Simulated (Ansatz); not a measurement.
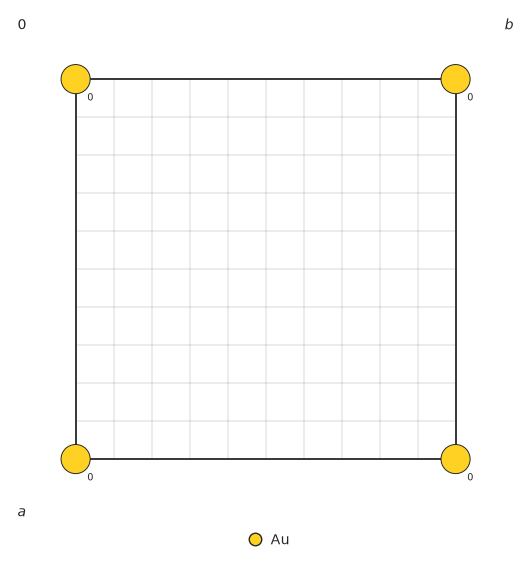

Plan of a unit cell projected along c (a down the page, b across); the numbers are heights as fractions of c, and atoms on the cell's edges are repeated. The grid marks tenths of a and b. Source: the input geometry of an electronic-structure calculation (not necessarily at equilibrium); the starting structure was generated, so it need not be a known form of this composition. The drawing is computed from the coordinates (standard cell, symmetry found to 0.002 Å).

a = 2.720 Å, b = 2.720 Å, c = 2.720 Å, α = 90.00°, β = 90.00°, γ = 90.00°.

Q: What does the cell contain?

A: 1 Au: Au, Z = 1.

Q: Give the fractional coordinates of all atoms, to two places.

A:
```csv
atom,x,y,z
Au,0.00,0.00,0.00
```
